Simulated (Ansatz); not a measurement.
**Run report: Te, band-structure calculation**

System: Te (3 atoms in the cell).
Method: DFT PBE+D3(BJ), scalar-relativistic, plane waves, PAW, no spin polarisation (Ansatz 0.2.0).

The structure derives from an entry of the Crystallography Open Database. Figures and captions count atoms from 1; the log counts them from 0 in places.

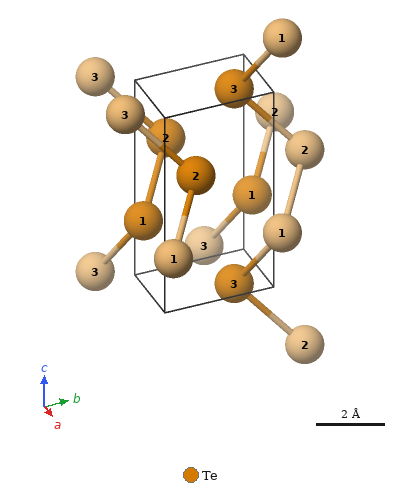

**Figure 1.** The input geometry (ball-and-stick view of the cell of the calculation, seen slightly off an axis; neighbours outside the cell are drawn fainter; atoms are numbered from 1 in the order of the input). An atom can appear more than once, as a periodic image. Near neighbours in the periodic cell (some may lie outside the picture): Te has 2 Te at 2.91 Å.

**Summary**

```json
{"quantity": "outcome", "value": "converged"}
{"quantity": "space group (tolerance 0.01 Å)", "value": "P3₁21 (152)"}
{"quantity": "electrons treated", "value": "48"}
{"quantity": "free energy", "value": "−20941.1869 eV"}
{"quantity": "Fermi energy", "value": "9.695 eV"}
{"quantity": "gap on the k-point mesh", "value": "0.04 eV by band count, under the smearing"}
{"quantity": "pressure", "value": "−0.01 GPa"}
{"quantity": "largest force (length of the vector)", "value": "0.003 eV/Å"}
{"quantity": "hardware", "value": "1 thread of Arm Neoverse V1, 24 GiB of memory available, shared host"}
{"quantity": "wall time", "value": "2.6 min"}
{"quantity": "peak memory", "value": "0.84 GiB"}
```

**Input file**
```yaml
crystal:
  lattice:
    - [4.3186088774, 0.0, 0.0]
    - [-2.1593044387, 3.7400249969, 0.0]
    - [0.0, 0.0, 5.9657427861]
  atoms:
    - { symbol: Te, position: [0.2847388753, 0.0, 0.3333333333] }
    - { symbol: Te, position: [0.0, 0.2847388753, 0.6666666667] }
    - { symbol: Te, position: [0.7152611247, 0.7152611247, 0.0] }
basis:
  ecutwfc: 420
kpoints:
  mp_grid: { grid: [12, 12, 8] }
  band_path:
    path:
      - [[0.0, 0.0, 0.0], [0.5, 0.0, 0.0], [0.33333333, 0.33333333, 0.0], [0.0, 0.0, 0.0], [0.0, 0.0, 0.5], [0.5, 0.0, 0.5], [0.33333333, 0.33333333, 0.5], [0.0, 0.0, 0.5]]
      - [[0.5, 0.0, 0.5], [0.5, 0.0, 0.0]]
      - [[0.33333333, 0.33333333, 0.5], [0.33333333, 0.33333333, 0.0]]
    npoints: 14
hamiltonian:
  xc: pbe
  dispersion: d3bj
scf:
  occupations: { method: gaussian, width: 0.1 }
  n_extra_bands: 7
output:
  forces: true
  stress: true
  eigenvalues: true
  populations: true
  dos: { projected: true, de: 0.02, nscf_kmesh: { grid: [18, 18, 12] } }
  bader: true
  write_density: true
  write_potential: true
  elf: true
  volumetric_format: npy
```

Launch command:
```bash
ansatz run input.yaml --threads 1 --pin off --max-ram 2560MiB --backend cpu --events-out ev --progress --plain --runs-dir out
```

**The program's output**
```
scf.n_extra_bands = 7 over 24 filled bands (N_el = 48.0): the run solves 31 bands
Engine: ansatz 0.2.0, aarch64-unknown-linux-gnu
Pseudopotentials: kind: paw
Pseudopotential: Te, paw, valence charge 16, recommended cutoff 420 eV (normal), Te.paw.azcp
Functional definition: PBE
  parameter kappa = 0.804
  parameter beta = 0.06672455060314922
  exchange = pbe_x(kappa = kappa, mu = beta*pi^2/3)
  correlation = pbe_c(beta = beta)
Crystal: 3 atoms, lattice volume = 96.357 Å³
Basis set: ecut = 420 eV, 1897 PW (Γ), exchange–correlation on 60×60×80 points (8 copies of the dense FFT grid, shifted against one another)
Bands: 31, of which v1, the nominal top of the filled ones, is band 24 counted from 1 (23 counted from 0)
Symmetry: 6 space group operations
Space group: P3121 (ITA 152), of the structure as read, at distance tolerance 4.6e-5 Å
k-points: 131 of 1152 (time reversal used)
Non-local potential: Te, projectors of the file, l = 0: 2, l = 1: 2, l = 2: 2, l = 3: 2
PAW form: soft (Blöchl's): semilocal exchange-correlation on the pseudo side does not see the compensation charge
PAW one-centre angular grid: Te, 590 points (default); XC on 64 Gauss nodes
Initial density: superposition of atomic densities (neutral atoms: chi_scale 0, normalization atom), corrected by the library's trained network
Initial wavefunctions: pseudopotential atomic-orbital guess
Functional: x = pbe(κ = 0.804, μ = 0.2195149727645171), c = pbe(β = 0.06672455060314922)
SCF iter   1: F=—  HF=-20941.188532 eV  |F-HF|=—  |Δ(HF+E_count)|=         —  Δρ=1.66e-3  dr2=1.99e-3  ethr=1.77e-3  ⟨swp⟩=8.5  Hψ=19881  notcnv=0
preconditioner: auto → Resta (q_TF=auto, 2.429 Å⁻¹)  ε∞=3.6  [insulator: Δε(μ)=0.209 eV  Ē_g=9.962 eV  σ=0.100 eV  W_gap=0.52  n_scr=22 (ndim 8)  ℏωp=16.0 eV  f_vac=0.016  D(μ)=0.05/eV (n_scr^D=0)  ε∞_Penn≈3.6]
SCF iter   2: F=—  HF=-20941.186625 eV  |F-HF|=—  |Δ(HF+E_count)|=   1.91e-3  Δρ=8.53e-4  dr2=4.13e-4  ethr=4.15e-6  ⟨swp⟩=2.3  Hψ=8306  notcnv=0
SCF iter   3: F=—  HF=-20941.186857 eV  |F-HF|=—  |Δ(HF+E_count)|=   2.32e-4  Δρ=3.91e-4  dr2=9.55e-5  ethr=8.60e-7  ⟨swp⟩=2.8  Hψ=7047  notcnv=0
SCF iter   4: F=—  HF=-20941.186943 eV  |F-HF|=—  |Δ(HF+E_count)|=   8.57e-5  Δρ=5.81e-5  dr2=2.54e-6  ethr=1.99e-7  ⟨swp⟩=2.0  Hψ=4963  notcnv=0
SCF iter   5: F=—  HF=-20941.186944 eV  |F-HF|=—  |Δ(HF+E_count)|=   1.33e-6  Δρ=1.62e-5  dr2=1.88e-7  ethr=5.28e-9  ⟨swp⟩=3.0  Hψ=6929  notcnv=0
SCF iter   6: F=-20941.186944 eV  HF=-20941.186944 eV  |F-HF|=5.06e-10  |Δ(HF+E_count)|=   8.31e-8  Δρ=3.71e-6  dr2=1.34e-8  ethr=2.08e-10  ⟨swp⟩=14.0  Hψ=29875  notcnv=0
SCF 1 converged in 6 iterations: F = -20941.186944 eV  dr2 = 1.34e-8
  greatest PAW one-centre occupation: 0.998 electrons in one spin orbital (limit 2), on the Te atom at site 1 (counted from 0), in its partial waves of l = 2
```

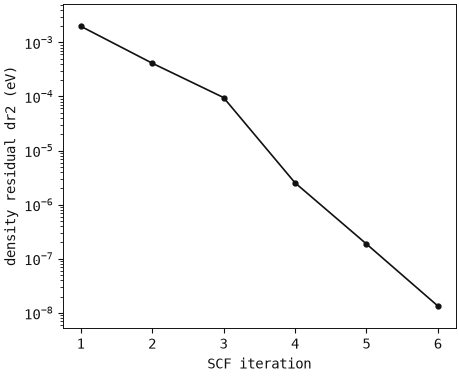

**Figure 2.** Convergence of the self-consistent field: density residual dr2 against the SCF iteration. The residual falls at every step.

```
NSCF: frozen V_eff on 129 k-points
NSCF: frozen V_eff on 394 k-points
SCF converged after 6 iterations
Free energy (F): -20941.186944 eV
Harris-Foulkes:  -20941.186944 eV  (|F-HF|=5.06e-10)
Internal energy: -20941.186680 eV  (E = F + TS)
E sigma→0 (E₀):  -20941.186812 eV
Entropy (-TS):   -0.000264 eV (-0.088 meV/atom)
Fermi energy:    9.694957 eV
--- Per-component energies (eV) ---
  E_band       = -762.278611
  E_kinetic    = 541.077050
  E_local      = -3627.057460  (includes V_loc(G=0)·N_el)
  E_nonlocal   = -931.370046
  E_hartree    = 2352.578305
  E_xc         = -372.866242
  E_vxc        = -312.268097  (∫ρ·V_xc dr)
  E_paw        = -13985.734434  (= ΣΔE_a)
  E_vpaw       = -1137.812933  (= ΣTr[D̂ρ^β])
  E_aug_tail   = -0.000635  (compensation charges beyond the density's cutoff)
  E_ewald      = -4916.443795
  E_disp       = -1.369424  (pairwise vdW)
  E_smearing   = -0.000264  (= −TS)
  E_closure    = 0.000000  (closes the sum)
  Σ components = -20941.186944   (vs F -20941.186944, Δ=0.00e0)
--- Forces (eV/Å), atoms counted from 1 ---
  atom   1  Te     0.00298636     0.00000000     0.00000000
  atom   2  Te    -0.00149318     0.00258627    -0.00000000
  atom   3  Te    -0.00149318    -0.00258627     0.00000000
  max |Σ_I F_I| component: 2.60e-18 eV/Å
--- Stress (GPa, compression-positive) ---
       -0.028438       0.000000      -0.000000
       -0.000000      -0.028438       0.000000
       -0.000000       0.000000       0.026621
  P = ⅓ Tr σ = -0.0101 GPa (-0.101 kbar)
--- Band table (eV; the first three rows and the last of 131) ---
  k-point 0: bands = ["-27.8475", "-27.8475", "-27.8072", "-27.8072", "-27.8064", "-27.7440", "-27.6900", "-27.6900", "-27.6896", "-27.6629", "-27.6565", "-27.6565", "-27.6321", "-27.6212", "-27.6212", "-4.2303", "-0.8607", "-0.8607", "6.7204", "7.0605", "7.0605", "7.8820", "7.8820", "8.5044", "10.6508", "10.6508", "11.3395", "14.5595", "14.5595", "15.8521", "15.8521"]
  k-point 1: bands = ["-27.8548", "-27.8388", "-27.8106", "-27.8068", "-27.8027", "-27.7471", "-27.6912", "-27.6897", "-27.6885", "-27.6626", "-27.6567", "-27.6567", "-27.6307", "-27.6239", "-27.6189", "-4.1734", "-1.5886", "-0.1060", "6.6830", "6.7438", "7.1901", "7.9385", "8.0594", "8.5311", "10.5152", "10.5406", "11.1734", "14.1225", "15.1104", "15.5367", "15.8145"]
  k-point 2: bands = ["-27.8601", "-27.8295", "-27.8132", "-27.8082", "-27.7969", "-27.7552", "-27.6918", "-27.6902", "-27.6869", "-27.6619", "-27.6573", "-27.6572", "-27.6272", "-27.6265", "-27.6176", "-4.0034", "-2.2556", "0.6135", "6.1899", "6.8080", "7.1573", "8.1118", "8.3811", "8.6095", "10.2238", "10.2766", "10.7760", "13.7296", "15.0763", "15.3262", "15.9123"]
  k-point 130: bands = ["-27.8626", "-27.8129", "-27.8129", "-27.8101", "-27.7752", "-27.7752", "-27.6936", "-27.6936", "-27.6813", "-27.6649", "-27.6562", "-27.6562", "-27.6383", "-27.6383", "-27.6039", "-2.0993", "-2.0993", "-0.8742", "4.2236", "4.2586", "4.2586", "8.7761", "9.6518", "9.6518", "9.6874", "10.5774", "10.5774", "15.7482", "16.0537", "16.0537", "16.9402"]
--- Löwdin populations: 3 sites ---
  site symbol       q [e]
     0     Te     15.9525
     1     Te     15.9525
     2     Te     15.9525
  spilling = 0.002970 (of n_electrons = 48.000000)
--- Bader charges: 3 sites ---
  site symbol  charge [e]  shift [e]
     0     Te      0.0000     0.0000
     1     Te      0.0000     0.0000
     2     Te      0.0000     0.0000
  estimated error of the sums over rays = 2.1e-4 e
```

**File bader_charges.tsv**
```
# site	symbol	x_ang	y_ang	z_ang	partial_charge_e	electrons	volume_ang3	relative_density_drop	shared_charge_e	partial_wave_shift_e
# quadrature_error_electrons = 2.1e-4
0	Te	1.2297	0.0000	1.9886	-0.00001	52.00001	32.12	-	-0.00001	0.00000
1	Te	-0.6148	1.0649	3.9772	-0.00001	52.00001	32.12	-	-0.00001	0.00000
2	Te	1.5445	2.6751	0.0000	0.00002	51.99998	32.12	-	0.00002	0.00000
```

**File populations.tsv**
```
# site	symbol	l	j	q
# orbitals = lowdin
# n_electrons = 48.000000
# spilling = 0.002970
0	Te	0_5S	-	1.943259
0	Te	1_5P	-	4.009780
0	Te	2_4D	-	9.999443
1	Te	0_5S	-	1.943259
1	Te	1_5P	-	4.009780
1	Te	2_4D	-	9.999443
2	Te	0_5S	-	1.943259
2	Te	1_5P	-	4.009780
2	Te	2_4D	-	9.999443
```

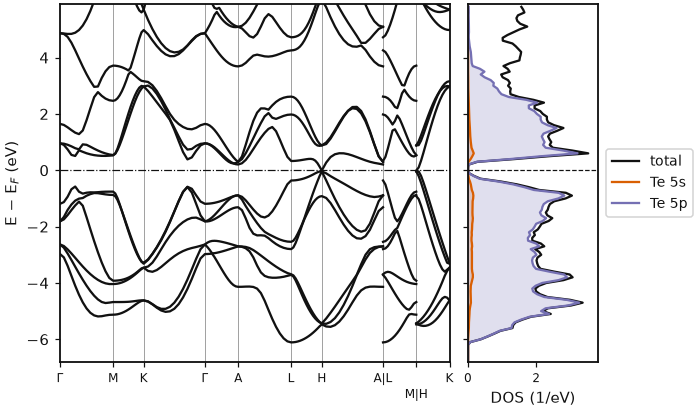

**Figure 3.** Band structure along Γ–M–K–Γ–A–L–H–A|L–M|H–K and density of states (projected on Löwdin-orthogonalised atomic shells), with energies from the Fermi level.

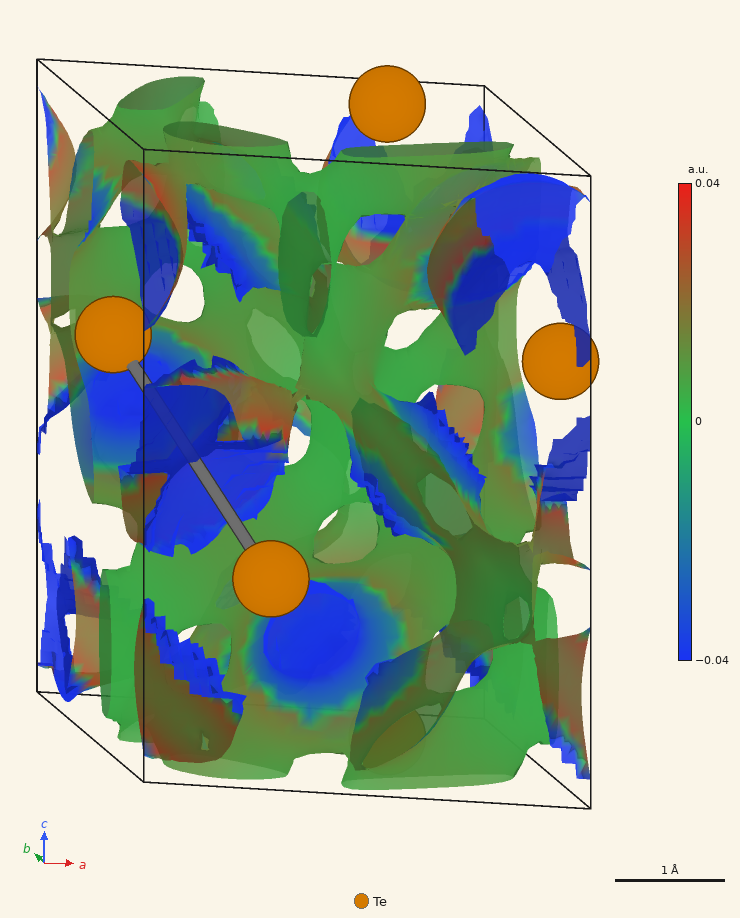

**Figure 4.** Non-covalent interaction (NCI) plot: the surface where the reduced density gradient is 0.6, for densities under 0.05 a.u., coloured by sign(λ₂)ρ; seen slightly off an axis. The outline is the cell set on symmetry axes. In a PAW calculation such maps are meaningful between the atoms, not at the nuclei.

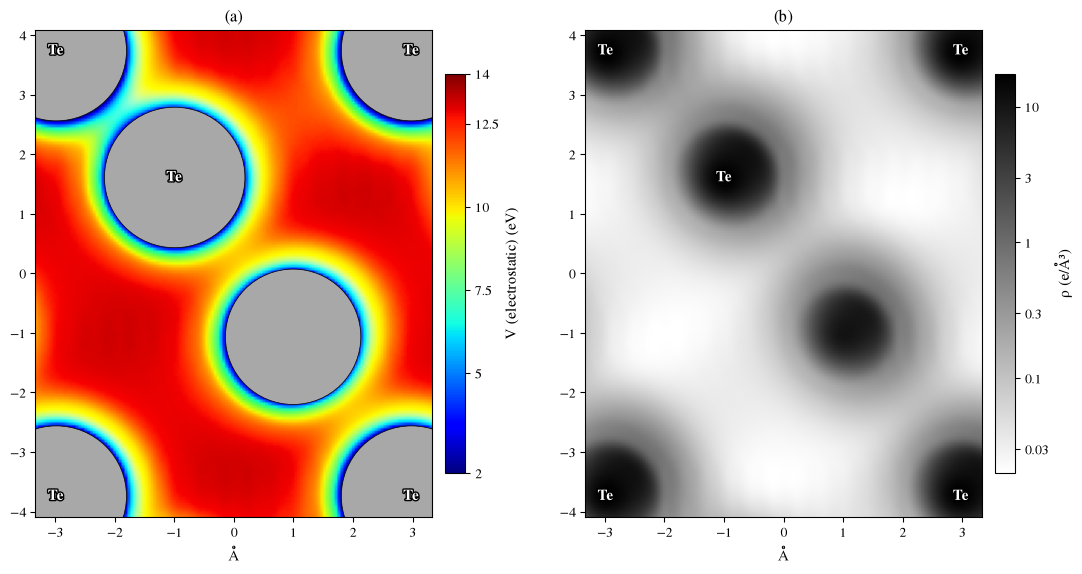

**Figure 5.** (a) electrostatic potential energy of an electron; (b) valence pseudo-density on the (110) plane of the conventional cell. Grey discs, where drawn, cover atomic cores. Te–Te (2.91 Å): ρ at the midpoint is about 0.36 e/Å³. Away from the nuclei the density in this plane falls to 0.02 e/Å³ at its lowest. Outside the cores the potential energy rises away from the atoms and is highest about 2.6 Å from the nearest atoms; outside the discs it spans about 11 eV, and its zero is arbitrary.

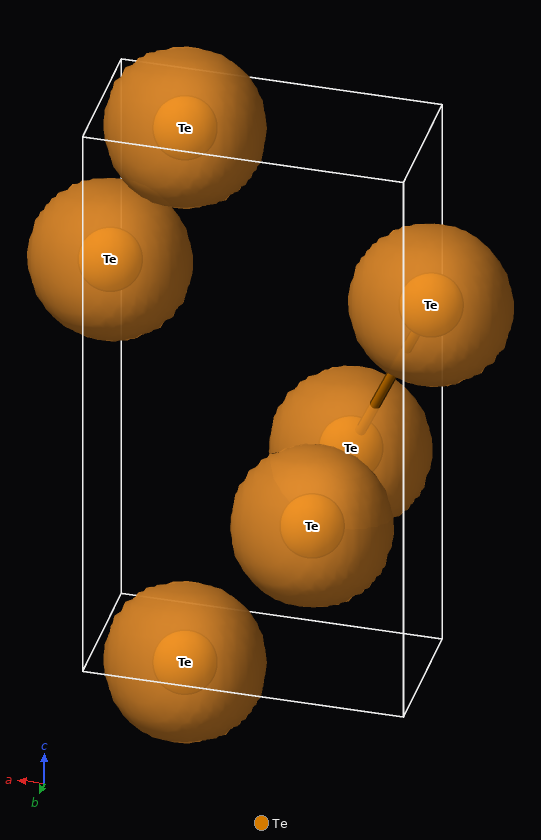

**Figure 6.** Isosurface of the valence electron density at 0.8 e/Å³ (orange), seen at an oblique angle. Sticks mark near contacts. The outline is the cell set on symmetry axes. At this value the density breaks into separate islands; it holds about 65 % of the electrons treated as valence. It is pinched off along the Te–Te (2.91 Å) contacts. On the grid the lowest density along these lines, outside the cores, is 0.36 e/Å³ (Te–Te, 2.91 Å).
